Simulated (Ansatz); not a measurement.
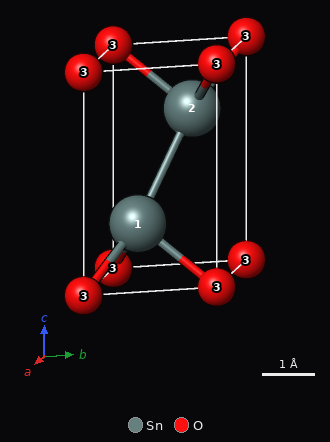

Fig. 1: The structure as given in the input (ball-and-stick view of the cell of the calculation, seen slightly off an axis; atoms are numbered from 1 in the order of the input).

## Sn2O: geometry relaxation (part 1 of 2)

Sn2O (P-3m1, 3 atoms in the cell), computed with DFT r2SCAN, scalar-relativistic, plane waves, PAW, no spin polarisation (Ansatz 0.2.0).

The structure was made by swapping elements on the sites of another compound; it need not be a known phase. It belongs to a series of runs on one base structure; here: Ti -> Sn on all its sites, cell and atoms relaxed. Figures and captions count atoms from 1; the log counts them from 0 in places.

What the program printed:
```
Engine: ansatz 0.2.0, x86_64-unknown-linux-gnu
Pseudopotentials: kind: paw
Pseudopotential: Sn, paw, valence charge 14, recommended cutoff 500 eV (meta_gga), Sn.paw.azcp
Pseudopotential: O, paw, valence charge 6, recommended cutoff 500 eV (meta_gga), O.paw.azcp
Functional definition: r2SCAN
  parameter k0 = 0.174
  parameter k1 = 0.065
  parameter a1 = 4.9479
  exchange = r2scan_x(k0 = k0, k1 = k1, a1 = a1)
  correlation = r2scan_c
Crystal: 3 atoms, lattice volume = 28.876 Å³
Basis set: ecut = 500 eV, 713 PW (Γ), exchange–correlation on 80×80×144 points (64 copies of the dense FFT grid, shifted against one another)
Bands: 21, of which v1, the nominal top of the filled ones, is band 17 counted from 1 (16 counted from 0)
Symmetry: 12 space group operations
Space group: P-3m1 (ITA 164), of the structure as read, at distance tolerance 3.1e-5 Å
k-points: 69 of 576
Non-local potential: Sn, projectors of the file, l = 0: 2, l = 1: 2, l = 2: 2, l = 3: 2
Non-local potential: O, projectors of the file, l = 0: 2, l = 1: 2, l = 2: 1
PAW form: soft (Blöchl's): semilocal exchange-correlation on the pseudo side does not see the compensation charge
PAW frozen core: Sn, regenerated for the run's functional (the file was generated under x = pbe(κ = 0.804, μ = 0.2195149727645171), c = pbe(β = 0.06672455060314922))
PAW frozen core: O, regenerated for the run's functional (the file was generated under x = pbe(κ = 0.804, μ = 0.2195149727645171), c = pbe(β = 0.06672455060314922))
PAW one-centre angular grid: Sn, 590 points (default); XC on 249 of its mesh's 2787 points in the sphere
PAW one-centre angular grid: O, 302 points (default); XC on 160 Gauss nodes
Initial density: superposition of atomic densities (neutral atoms: chi_scale 0, normalization atom), corrected by the library's trained network
Initial wavefunctions: pseudopotential atomic-orbital guess
Functional: x = r2scan, c = r2scan; τ floored in thin density (d = 2e-4 eV/Å³)
SCF iter   1: F=—  HF=-12630.320847 eV  |F-HF|=—  |Δ(HF+E_count)|=         —  Δρ=2.37e-2  dr2=1.22e-1  dr2_τ=3.56e-1  ethr=1.77e-3  ⟨swp⟩=7.2  Hψ=7729  notcnv=0
preconditioner: auto → none  [metal: Δε(μ)=0.086 eV  Ē_g=23.901 eV  σ=0.100 eV  W_gap=0.42  n_scr=8 (ndim 8)  ℏωp=40.3 eV  f_vac=0.000  D(μ)=0.88/eV (n_scr^D=2)  sad-step TF]
SCF iter   2: F=—  HF=-12630.539038 eV  |F-HF|=—  |Δ(HF+E_count)|=   2.18e-1  Δρ=1.43e-2  dr2=4.42e-2  dr2_τ=6.92e-4  ethr=3.58e-4  ⟨swp⟩=2.2  Hψ=3485  notcnv=0  defer=12
SCF iter   3: F=—  HF=-12630.538269 eV  |F-HF|=—  |Δ(HF+E_count)|=   7.69e-4  Δρ=7.51e-3  dr2=1.32e-2  dr2_τ=1.18e-3  ethr=1.30e-4  ⟨swp⟩=2.1  Hψ=2883  notcnv=0  defer=12
SCF iter   4: F=—  HF=-12630.534249 eV  |F-HF|=—  |Δ(HF+E_count)|=   4.02e-3  Δρ=9.97e-4  dr2=2.29e-4  dr2_τ=5.37e-5  ethr=3.87e-5  ⟨swp⟩=2.1  Hψ=2811  notcnv=0  defer=12
SCF iter   5: F=—  HF=-12630.534383 eV  |F-HF|=—  |Δ(HF+E_count)|=   1.34e-4  Δρ=3.16e-4  dr2=2.18e-5  dr2_τ=1.48e-6  ethr=6.74e-7  ⟨swp⟩=2.5  Hψ=2613  notcnv=0  defer=12
SCF iter   6: F=—  HF=-12630.534404 eV  |F-HF|=—  |Δ(HF+E_count)|=   2.09e-5  Δρ=2.28e-4  dr2=2.61e-5  dr2_τ=1.26e-6  ethr=6.41e-8  ⟨swp⟩=2.3  Hψ=2661  notcnv=0  defer=12
SCF iter   7: F=—  HF=-12630.534398 eV  |F-HF|=—  |Δ(HF+E_count)|=   5.36e-6  Δρ=3.68e-5  dr2=1.94e-7  dr2_τ=4.86e-8  ethr=6.41e-8  ⟨swp⟩=3.0  Hψ=2613  notcnv=0  defer=12
SCF iter   8: F=-12630.534399 eV  HF=-12630.534399 eV  |F-HF|=6.25e-9  |Δ(HF+E_count)|=   1.34e-7  Δρ=7.98e-6  dr2=1.24e-8  dr2_τ=6.41e-10  ethr=2.94e-10  ⟨swp⟩=10.1  Hψ=7949  notcnv=0
SCF 1 converged in 8 iterations: F = -12630.534399 eV  dr2 = 1.24e-8
  greatest PAW one-centre occupation: 0.996 electrons in one spin orbital (limit 2), on the Sn atom at site 1 (counted from 0), in its partial waves of l = 2
relax step   1: F+E_penalty+E_count = -12630.53439855 eV  Δ(F+E_penalty+E_count) = +0.000e0 eV  max|allowed force component| = 6.256e0 eV/Å  Δτ_max = 0.0000 Å  P = +280.348 GPa  Ω = 28.876 Å³  (8 SCF iters, dr2 threshold 1.00e-7 eV, accepted)
Crystal: 3 atoms, lattice volume = 32.536 Å³
Basis set: ecut = 500 eV, 809 PW (Γ), exchange–correlation on 80×80×144 points (64 copies of the dense FFT grid, shifted against one another)
Initial density: handed on by an earlier stage of this run
Initial wavefunctions: those handed on with the density
iter 1 solved again at ethr=4.05e-4 eV; its pass at ethr=3.10e-3 eV (dr2=1.38e-1 eV) is discarded
SCF iter   1: F=—  HF=-12635.622694 eV  |F-HF|=—  |Δ(HF+E_count)|=         —  Δρ=1.78e-2  dr2=1.38e-1  dr2_τ=3.07e-1  ethr=4.05e-4  ⟨swp⟩=1.1  Hψ=9556  notcnv=0
preconditioner: auto → Kerker (q_TF=auto, 2.748 Å⁻¹)  [metal: Δε(μ)=0.044 eV  Ē_g=22.944 eV  σ=0.100 eV  W_gap=0.24  n_scr=10 (ndim 8)  ℏωp=38.0 eV  f_vac=0.000  D(μ)=0.82/eV (n_scr^D=2)]
SCF iter   2: F=—  HF=-12636.006257 eV  |F-HF|=—  |Δ(HF+E_count)|=   3.84e-1  Δρ=1.32e-2  dr2=7.65e-2  dr2_τ=1.61e-3  ethr=4.05e-4  ⟨swp⟩=2.8  Hψ=2688  notcnv=0
preconditioner: auto → none  [insulator: Δε(μ)=0.100 eV  Ē_g=22.941 eV  σ=0.100 eV  W_gap=0.52  n_scr=10 (ndim 8)  ℏωp=38.0 eV  f_vac=0.000  D(μ)=0.87/eV (n_scr^D=2)  ε∞_Penn≈3.7]
SCF iter   3: F=—  HF=-12636.002413 eV  |F-HF|=—  |Δ(HF+E_count)|=   3.84e-3  Δρ=1.04e-2  dr2=4.01e-2  dr2_τ=3.49e-3  ethr=2.25e-4  ⟨swp⟩=2.1  Hψ=2908  notcnv=0
SCF iter   4: F=—  HF=-12635.995634 eV  |F-HF|=—  |Δ(HF+E_count)|=   6.78e-3  Δρ=6.14e-3  dr2=9.22e-3  dr2_τ=5.84e-4  ethr=1.18e-4  ⟨swp⟩=2.1  Hψ=1943  notcnv=0  defer=1
SCF iter   5: F=—  HF=-12635.993338 eV  |F-HF|=—  |Δ(HF+E_count)|=   2.30e-3  Δρ=8.88e-4  dr2=2.82e-4  dr2_τ=2.29e-5  ethr=2.71e-5  ⟨swp⟩=2.0  Hψ=2948  notcnv=0  defer=1
SCF iter   6: F=—  HF=-12635.993363 eV  |F-HF|=—  |Δ(HF+E_count)|=   2.44e-5  Δρ=2.94e-4  dr2=2.10e-5  dr2_τ=1.41e-6  ethr=8.29e-7  ⟨swp⟩=2.8  Hψ=2667  notcnv=0  defer=1
SCF iter   7: F=-12635.993370 eV  HF=-12635.993370 eV  |F-HF|=2.29e-9  |Δ(HF+E_count)|=   6.80e-6  Δρ=2.10e-5  dr2=9.22e-8  dr2_τ=6.06e-9  ethr=8.82e-10  ⟨swp⟩=7.4  Hψ=7939  notcnv=0
SCF 2 converged in 7 iterations: F = -12635.993370 eV  dr2 = 9.22e-8
[... from here on the iterations of each SCF are left out, up to the last one ...]
relax step   2: F+E_penalty+E_count = -12635.99336972 eV  Δ(F+E_penalty+E_count) = -5.459e0 eV  max|allowed force component| = 3.436e0 eV/Å  Δτ_max = 0.0244 Å  P = +175.755 GPa  Ω = 32.536 Å³  energy of the carried Pulay correction = -3.522e-3 eV  (7 SCF iters, dr2 threshold 3.00e-7 eV, accepted)
Crystal: 3 atoms, lattice volume = 36.070 Å³
Basis set: ecut = 500 eV, 905 PW (Γ), exchange–correlation on 80×80×144 points (64 copies of the dense FFT grid, shifted against one another)
preconditioner: auto → none  [insulator: Δε(μ)=0.243 eV  Ē_g=22.134 eV  σ=0.100 eV  W_gap=0.62  n_scr=10 (ndim 8)  ℏωp=36.1 eV  f_vac=0.000  D(μ)=1.06/eV (n_scr^D=2)  ε∞_Penn≈3.7]
SCF 3 converged in 7 iterations: F = -12639.355177 eV  dr2 = 2.44e-8
relax step   3: F+E_penalty+E_count = -12639.35517711 eV  Δ(F+E_penalty+E_count) = -3.362e0 eV  max|allowed force component| = 1.394e0 eV/Å  Δτ_max = 0.0222 Å  P = +111.688 GPa  Ω = 36.070 Å³  energy of the carried Pulay correction = -6.549e-3 eV  (7 SCF iters, dr2 threshold 3.00e-7 eV, accepted)
Crystal: 3 atoms, lattice volume = 39.866 Å³
Basis set: ecut = 500 eV, 1039 PW (Γ), exchange–correlation on 80×80×144 points (64 copies of the dense FFT grid, shifted against one another)
preconditioner: auto → Kerker (q_TF=auto, 2.657 Å⁻¹)  [metal: Δε(μ)=0.039 eV  Ē_g=21.421 eV  σ=0.100 eV  W_gap=0.22  n_scr=10 (ndim 8)  ℏωp=34.3 eV  f_vac=0.000  D(μ)=1.14/eV (n_scr^D=2)]
SCF 4 converged in 10 iterations: F = -12641.557788 eV  dr2 = 4.76e-10
relax step   4: F+E_penalty+E_count = -12641.55778780 eV  Δ(F+E_penalty+E_count) = -2.203e0 eV  max|allowed force component| = 3.611e-1 eV/Å  Δτ_max = 0.0105 Å  P = +67.793 GPa  Ω = 39.866 Å³  energy of the carried Pulay correction = -9.460e-3 eV  (10 SCF iters, dr2 threshold 3.00e-7 eV, accepted)
Crystal: 3 atoms, lattice volume = 43.814 Å³
Basis set: ecut = 500 eV, 1135 PW (Γ), exchange–correlation on 80×80×144 points (64 copies of the dense FFT grid, shifted against one another)
preconditioner: auto → Kerker (q_TF=auto, 2.615 Å⁻¹)  [metal: Δε(μ)=0.057 eV  Ē_g=20.819 eV  σ=0.100 eV  W_gap=0.31  n_scr=10 (ndim 8)  ℏωp=32.7 eV  f_vac=0.000  D(μ)=0.83/eV (n_scr^D=2)]
SCF 5 converged in 10 iterations: F = -12642.913792 eV  dr2 = 6.32e-9
relax step   5: F+E_penalty+E_count = -12642.91379249 eV  Δ(F+E_penalty+E_count) = -1.356e0 eV  max|allowed force component| = 1.764e-1 eV/Å  Δτ_max = 0.0010 Å  P = +38.459 GPa  Ω = 43.814 Å³  energy of the carried Pulay correction = -1.217e-2 eV  (10 SCF iters, dr2 threshold 3.00e-7 eV, accepted)
Crystal: 3 atoms, lattice volume = 47.656 Å³
Basis set: ecut = 500 eV, 1185 PW (Γ), exchange–correlation on 80×80×144 points (64 copies of the dense FFT grid, shifted against one another)
preconditioner: auto → Kerker (q_TF=auto, 2.579 Å⁻¹)  [metal: Δε(μ)=0.041 eV  Ē_g=20.338 eV  σ=0.100 eV  W_gap=0.23  n_scr=22 (ndim 8)  ℏωp=31.4 eV  f_vac=0.000  D(μ)=0.90/eV (n_scr^D=2)]
preconditioner: auto → Resta (q_TF=auto, 2.579 Å⁻¹)  ε∞=3.4  [insulator: Δε(μ)=0.144 eV  Ē_g=20.328 eV  σ=0.100 eV  W_gap=0.50  n_scr=22 (ndim 8)  ℏωp=31.4 eV  f_vac=0.000  D(μ)=0.75/eV (n_scr^D=2)  ε∞_Penn≈3.4]
SCF 6 converged in 8 iterations: F = -12643.656570 eV  dr2 = 3.44e-8
relax step   6: F+E_penalty+E_count = -12643.65656985 eV  Δ(F+E_penalty+E_count) = -7.428e-1 eV  max|allowed force component| = 2.450e-1 eV/Å  Δτ_max = 0.0086 Å  P = +19.315 GPa  Ω = 47.656 Å³  energy of the carried Pulay correction = -1.455e-2 eV  (8 SCF iters, dr2 threshold 3.00e-7 eV, accepted)
Crystal: 3 atoms, lattice volume = 51.342 Å³
Basis set: ecut = 500 eV, 1287 PW (Γ), exchange–correlation on 80×80×144 points (64 copies of the dense FFT grid, shifted against one another)
preconditioner: auto → Resta (q_TF=auto, 2.547 Å⁻¹)  ε∞=3.3  [insulator: Δε(μ)=0.193 eV  Ē_g=19.950 eV  σ=0.100 eV  W_gap=0.82  n_scr=22 (ndim 8)  ℏωp=30.2 eV  f_vac=0.000  D(μ)=0.30/eV (n_scr^D=0)  ε∞_Penn≈3.3]
SCF 7 converged in 7 iterations: F = -12643.994809 eV  dr2 = 1.05e-7
relax step   7: F+E_penalty+E_count = -12643.99480896 eV  Δ(F+E_penalty+E_count) = -3.382e-1 eV  max|allowed force component| = 2.658e-1 eV/Å  Δτ_max = 0.0133 Å  P = +6.433 GPa  Ω = 51.342 Å³  energy of the carried Pulay correction = -1.663e-2 eV  (7 SCF iters, dr2 threshold 3.00e-7 eV, accepted)
Crystal: 3 atoms, lattice volume = 53.095 Å³
Basis set: ecut = 500 eV, 1335 PW (Γ), exchange–correlation on 80×80×144 points (64 copies of the dense FFT grid, shifted against one another)
preconditioner: auto → Kerker (q_TF=auto, 2.533 Å⁻¹)  [metal: Δε(μ)=0.026 eV  Ē_g=19.826 eV  σ=0.100 eV  W_gap=0.14  n_scr=22 (ndim 8)  ℏωp=29.7 eV  f_vac=0.000  D(μ)=1.12/eV (n_scr^D=2)]
SCF 8 converged in 8 iterations: F = -12644.055039 eV  dr2 = 1.73e-7
relax step   8: F+E_penalty+E_count = -12644.05503870 eV  Δ(F+E_penalty+E_count) = -6.023e-2 eV  max|allowed force component| = 9.004e-2 eV/Å  Δτ_max = 0.0227 Å  P = +0.831 GPa  Ω = 53.095 Å³  energy of the carried Pulay correction = -1.756e-2 eV  (8 SCF iters, dr2 threshold 3.00e-7 eV, accepted)
Crystal: 3 atoms, lattice volume = 54.053 Å³
preconditioner: auto → Kerker (q_TF=auto, 2.525 Å⁻¹)  [metal: Δε(μ)=0.015 eV  Ē_g=19.731 eV  σ=0.100 eV  W_gap=0.08  n_scr=22 (ndim 8)  ℏωp=29.5 eV  f_vac=0.000  D(μ)=1.14/eV (n_scr^D=2)]
SCF 9 converged in 7 iterations: F = -12644.058837 eV  dr2 = 2.59e-8
relax step   9: F+E_penalty+E_count = -12644.05883676 eV  Δ(F+E_penalty+E_count) = -3.798e-3 eV  max|allowed force component| = 5.158e-2 eV/Å  Δτ_max = 0.0054 Å  P = -0.640 GPa  Ω = 54.053 Å³  energy of the carried Pulay correction = -1.805e-2 eV  (7 SCF iters, dr2 threshold 3.00e-7 eV, accepted)
Crystal: 3 atoms, lattice volume = 53.666 Å³
preconditioner: auto → Kerker (q_TF=auto, 2.528 Å⁻¹)  [metal: Δε(μ)=0.054 eV  Ē_g=19.758 eV  σ=0.100 eV  W_gap=0.29  n_scr=22 (ndim 8)  ℏωp=29.6 eV  f_vac=0.000  D(μ)=0.94/eV (n_scr^D=2)]
SCF 10 converged in 6 iterations: F = -12644.060062 eV  dr2 = 1.14e-7
relax step  10: F+E_penalty+E_count = -12644.06006196 eV  Δ(F+E_penalty+E_count) = -1.225e-3 eV  max|allowed force component| = 1.047e-2 eV/Å  Δτ_max = 0.0028 Å  P = +0.042 GPa  Ω = 53.666 Å³  energy of the carried Pulay correction = -1.785e-2 eV  (6 SCF iters, dr2 threshold 3.00e-7 eV, accepted)
Basis set: ecut = 500 eV, 1335 PW (Γ), exchange–correlation on 96×96×180 points (64 copies of the dense FFT grid, shifted against one another)
Initial wavefunctions: pseudopotential atomic-orbital guess (no wavefunctions were taken with the density)
preconditioner: auto → Kerker (q_TF=auto, 2.528 Å⁻¹)  [metal: Δε(μ)=0.054 eV  Ē_g=19.753 eV  σ=0.100 eV  W_gap=0.30  n_scr=22 (ndim 8)  ℏωp=29.6 eV  f_vac=0.000  D(μ)=1.03/eV (n_scr^D=2)]
SCF 11 converged in 7 iterations: F = -12644.305212 eV  dr2 = 1.71e-9
relax step  11: F+E_penalty+E_count = -12644.30521198 eV  Δ(F+E_penalty+E_count) = -2.452e-1 eV  max|allowed force component| = 3.254e-2 eV/Å  Δτ_max = 0.0000 Å  P = +4.772 GPa  Ω = 53.666 Å³  stress off target by 8.51e0 GPa  SCF on the basis re-selected at this cell (its energy is not comparable with the rows above)  (7 SCF iters)
basis re-selected at this cell: Δ(F+E_penalty+E_count) = -2.452e-1 eV, ΔP = +4.730 GPa vs the last step (what re-selecting the basis moved, of the pressure what is left beyond the Pulay correction that the steps carried, after the strain that the cell walked since its last selection, with what the two solves' SCF thresholds leave and, on support functions, any second-order correction that the steps lacked; it is no measure of the basis error at this ecutwfc). The dense FFT grid was sized anew with the basis: this SCF ran on 24×24×45 points, the steps before it on 20×20×36, so part of this shift can come from that change (see relax.cell in the input reference). This SCF's stress stands 8.51e0 GPa from its target on what of the cell is left free (relax.cell.stress_tol is 5.00e-1 GPa) and its largest allowed force component is 3.25e-2 eV/Å (relax.f_tol is 5.00e-2 eV/Å): not within both, so this SCF does not close the relaxation
Crystal: 3 atoms, lattice volume = 56.203 Å³
Basis set: ecut = 500 eV, 1421 PW (Γ), exchange–correlation on 96×96×180 points (64 copies of the dense FFT grid, shifted against one another)
preconditioner: auto → Resta (q_TF=auto, 2.509 Å⁻¹)  ε∞=3.2  [insulator: Δε(μ)=0.135 eV  Ē_g=19.553 eV  σ=0.100 eV  W_gap=0.50  n_scr=22 (ndim 8)  ℏωp=28.9 eV  f_vac=0.000  D(μ)=0.94/eV (n_scr^D=2)  ε∞_Penn≈3.2]
preconditioner: auto → Kerker (q_TF=auto, 2.509 Å⁻¹)  [metal: Δε(μ)=0.048 eV  Ē_g=19.537 eV  σ=0.100 eV  W_gap=0.27  n_scr=22 (ndim 8)  ℏωp=28.9 eV  f_vac=0.000  D(μ)=0.95/eV (n_scr^D=2)]
SCF 12 converged in 8 iterations: F = -12644.378571 eV  dr2 = 1.08e-7
relax step  12: F+E_penalty+E_count = -12644.37857122 eV  Δ(F+E_penalty+E_count) = -7.336e-2 eV  max|allowed force component| = 2.844e-1 eV/Å  Δτ_max = 0.0136 Å  P = +0.332 GPa  Ω = 56.203 Å³  energy of the carried Pulay correction = -5.289e-4 eV  (8 SCF iters, dr2 threshold 3.00e-7 eV, accepted)
Crystal: 3 atoms, lattice volume = 57.359 Å³
Basis set: ecut = 500 eV, 1445 PW (Γ), exchange–correlation on 96×96×180 points (64 copies of the dense FFT grid, shifted against one another)
preconditioner: auto → Kerker (q_TF=auto, 2.501 Å⁻¹)  [metal: Δε(μ)=0.028 eV  Ē_g=19.590 eV  σ=0.100 eV  W_gap=0.16  n_scr=22 (ndim 8)  ℏωp=28.6 eV  f_vac=0.000  D(μ)=1.77/eV (n_scr^D=10)]
SCF 13 converged in 9 iterations: F = -12644.415094 eV  dr2 = 8.98e-8
relax step  13: F+E_penalty+E_count = -12644.41509378 eV  Δ(F+E_penalty+E_count) = -3.652e-2 eV  max|allowed force component| = 5.232e-2 eV/Å  Δτ_max = 0.0427 Å  P = +0.304 GPa  Ω = 57.359 Å³  energy of the carried Pulay correction = -8.502e-4 eV  (9 SCF iters, dr2 threshold 3.00e-7 eV, accepted)
Crystal: 3 atoms, lattice volume = 58.037 Å³
Basis set: ecut = 500 eV, 1493 PW (Γ), exchange–correlation on 96×96×180 points (64 copies of the dense FFT grid, shifted against one another)
preconditioner: auto → Kerker (q_TF=auto, 2.496 Å⁻¹)  [metal: Δε(μ)=0.031 eV  Ē_g=19.579 eV  σ=0.100 eV  W_gap=0.17  n_scr=22 (ndim 8)  ℏωp=28.4 eV  f_vac=0.000  D(μ)=1.56/eV (n_scr^D=4)]
SCF 14 converged in 8 iterations: F = -12644.427500 eV  dr2 = 5.69e-8
relax step  14: F+E_penalty+E_count = -12644.42750038 eV  Δ(F+E_penalty+E_count) = -1.241e-2 eV  max|allowed force component| = 3.265e-2 eV/Å  Δτ_max = 0.0216 Å  P = +0.328 GPa  Ω = 58.037 Å³  energy of the carried Pulay correction = -1.059e-3 eV  (8 SCF iters, dr2 threshold 3.00e-7 eV, accepted)
Crystal: 3 atoms, lattice volume = 59.280 Å³
Basis set: ecut = 500 eV, 1519 PW (Γ), exchange–correlation on 96×96×180 points (64 copies of the dense FFT grid, shifted against one another)
preconditioner: auto → Kerker (q_TF=auto, 2.487 Å⁻¹)  [metal: Δε(μ)=0.003 eV  Ē_g=19.618 eV  σ=0.100 eV  W_gap=0.02  n_scr=22 (ndim 8)  ℏωp=28.1 eV  f_vac=0.000  D(μ)=1.19/eV (n_scr^D=4)]
SCF 15 converged in 8 iterations: F = -12644.434100 eV  dr2 = 2.34e-7
relax step  15: F+E_penalty+E_count = -12644.43409975 eV  Δ(F+E_penalty+E_count) = -6.599e-3 eV  max|allowed force component| = 3.381e-2 eV/Å  Δτ_max = 0.0343 Å  P = +0.345 GPa  Ω = 59.280 Å³  energy of the carried Pulay correction = -1.470e-3 eV  (8 SCF iters, dr2 threshold 3.00e-7 eV, accepted)
Crystal: 3 atoms, lattice volume = 59.644 Å³
preconditioner: auto → Kerker (q_TF=auto, 2.484 Å⁻¹)  [metal: Δε(μ)=0.043 eV  Ē_g=19.576 eV  σ=0.100 eV  W_gap=0.23  n_scr=22 (ndim 8)  ℏωp=28.0 eV  f_vac=0.000  D(μ)=1.31/eV (n_scr^D=4)]
SCF 16 converged in 7 iterations: F = -12644.434467 eV  dr2 = 3.98e-8
relax step  16: F+E_penalty+E_count = -12644.43446725 eV  Δ(F+E_penalty+E_count) = -3.675e-4 eV  max|allowed force component| = 5.854e-3 eV/Å  Δτ_max = 0.0046 Å  P = +0.072 GPa  Ω = 59.644 Å³  energy of the carried Pulay correction = -1.595e-3 eV  (7 SCF iters, dr2 threshold 3.00e-7 eV, accepted)
Basis set: ecut = 500 eV, 1519 PW (Γ), exchange–correlation on 96×96×200 points (64 copies of the dense FFT grid, shifted against one another)
iter 1 solved again at ethr=2.24e-7 eV; its pass at ethr=3.10e-3 eV (dr2=7.60e-5 eV) is discarded
SCF iter   1: F=—  HF=-12644.437495 eV  |F-HF|=—  |Δ(HF+E_count)|=         —  Δρ=3.29e-4  dr2=3.61e-6  dr2_τ=1.54e-5  ethr=2.24e-7  ⟨swp⟩=2.2  Hψ=10128  notcnv=0
preconditioner: auto → Kerker (q_TF=auto, 2.484 Å⁻¹)  [metal: Δε(μ)=0.057 eV  Ē_g=19.573 eV  σ=0.100 eV  W_gap=0.30  n_scr=22 (ndim 8)  ℏωp=28.0 eV  f_vac=0.000  D(μ)=1.33/eV (n_scr^D=4)]
SCF iter   2: F=—  HF=-12644.437638 eV  |F-HF|=—  |Δ(HF+E_count)|=   1.43e-4  Δρ=1.70e-4  dr2=1.08e-6  dr2_τ=7.89e-6  ethr=1.06e-8  ⟨swp⟩=2.0  Hψ=2617  notcnv=0
SCF iter   3: F=—  HF=-12644.437704 eV  |F-HF|=—  |Δ(HF+E_count)|=   6.58e-5  Δρ=3.19e-5  dr2=1.93e-7  dr2_τ=1.77e-7  ethr=3.18e-9  ⟨swp⟩=2.2  Hψ=2080  notcnv=0
SCF iter   4: F=—  HF=-12644.437705 eV  |F-HF|=—  |Δ(HF+E_count)|=   1.06e-6  Δρ=5.26e-6  dr2=8.68e-9  dr2_τ=1.62e-9  ethr=5.67e-10  ⟨swp⟩=2.0  Hψ=1937  notcnv=0
SCF iter   5: F=-12644.437705 eV  HF=-12644.437705 eV  |F-HF|=4.55e-9  |Δ(HF+E_count)|=   1.28e-8  Δρ=1.96e-6  dr2=1.80e-9  dr2_τ=5.28e-10  ethr=8.82e-12  ⟨swp⟩=5.4  Hψ=5153  notcnv=0
SCF 17 converged in 5 iterations: F = -12644.437705 eV  dr2 = 1.80e-9
relax step  17: F+E_penalty+E_count = -12644.43770497 eV  Δ(F+E_penalty+E_count) = -3.238e-3 eV  max|allowed force component| = 4.085e-3 eV/Å  Δτ_max = 0.0000 Å  P = +0.107 GPa  Ω = 59.644 Å³  stress off target by 2.74e-1 GPa  SCF on the basis re-selected at this cell (its energy is not comparable with the rows above)  (5 SCF iters)
```
